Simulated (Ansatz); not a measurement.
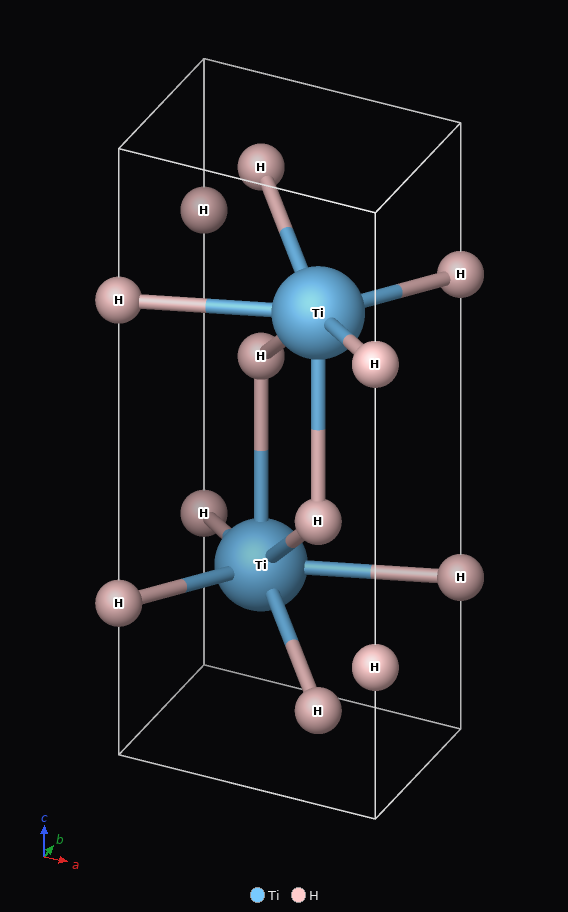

A ball-and-stick picture of a crystal structure, seen slightly off an axis. The conventional unit cell is outlined; an atom on or near a face, edge or corner is repeated at each equivalent position. Cell: a = 3.17 Å, b = 3.17 Å, c = 5.59 Å, α = 90.00°, β = 90.00°, γ = 120.00°.

The structure comes from a random cell made by a generator, so it need not be a real form of the compound. Earlier steps of the study may have refined or changed the cell and positions. An electronic-structure calculation with Ansatz was run on it.

> Describe the crystal.

Composition: TiH3. The space group is P6_3/mmc (No. 194); the lattice is primitive hexagonal. Cell content 2 Ti, 6 H; Z = 2. Each Ti has eleven H at about 1.8 to 2.0 Å. H takes two kinds of site: 4f with four Ti in a distorted tetrahedral arrangement at about 1.9 to 2.0 Å; 2b with three Ti in a trigonal planar arrangement at about 1.8 Å. Not all metal-metal contacts are counted. The bonds build a three-dimensional framework.

Method used: Ansatz 0.2.0, DFT PBE, scalar-relativistic, plane waves, PAW. It ran with wavefunction cutoff 420 eV, a 15×15×8 sampling of the Brillouin zone, Gaussian smearing of 0.1 eV, no spin polarisation.

> Is the electronic structure metallic or gapped?

A metal: bands cross the Fermi level.

> How charged are the atoms, by the Bader scheme?

Ti +1.51 e; H -0.50 e.

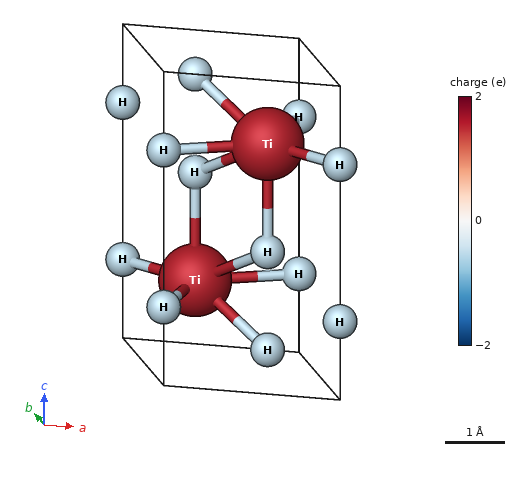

The atoms coloured by those charges. The run's cell of 8 atoms is drawn.

> Is the structure in equilibrium?

Yes. All forces vanish to within 0.01 eV/Å. The pressure is 0.0 GPa, close to zero.
